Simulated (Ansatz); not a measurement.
WSe₂ (space group P6_3/mmc, No. 194). Coordinates: the geometry relaxed with DFT, PBE-D4, plane waves, PAW (Ansatz).

```cif
data_structure
_symmetry_space_group_name_H-M 'P6_3/mmc'
_symmetry_Int_Tables_number 194
_cell_length_a 3.2789
_cell_length_b 3.2789
_cell_length_c 12.8345
_cell_angle_alpha 90.000
_cell_angle_beta 90.000
_cell_angle_gamma 120.000
_cell_volume 119.50
loop_
_atom_site_label
_atom_site_type_symbol
_atom_site_symmetry_multiplicity
_atom_site_Wyckoff_symbol
_atom_site_fract_x
_atom_site_fract_y
_atom_site_fract_z
_atom_site_occupancy
W1 W 2 d 0.66667 0.33333 0.25000 1
Se1 Se 4 f 0.33333 0.66667 0.38132 1
```

Describe how the polyhedra about W are linked (bonds: Se–W below 2.9 Å).

W: WSe6 trigonal prism, sharing edges with six neighbours.

They form layers of edge-sharing trigonal prisms parallel to (001).

Centre to centre across a shared edge: 3.28 Å.

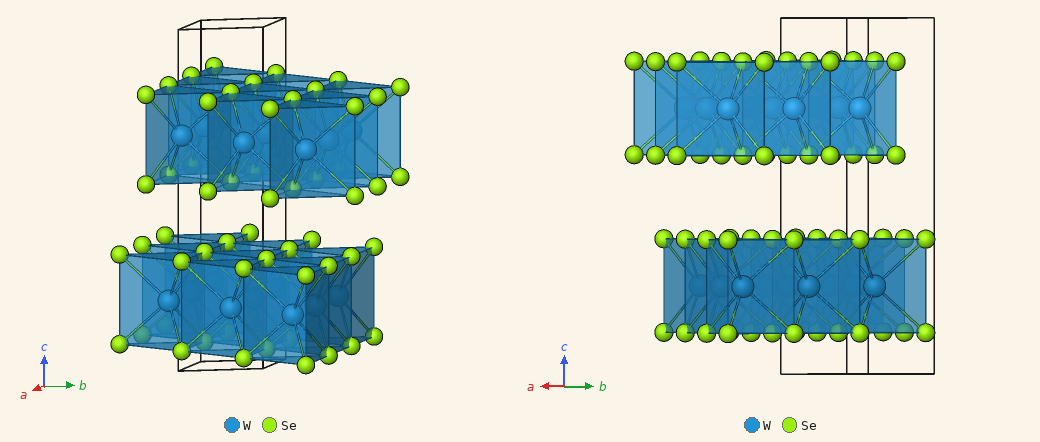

Polyhedra are drawn about W (bonds: Se–W below 2.9 Å); other atoms are plain spheres. Two views of the same piece.
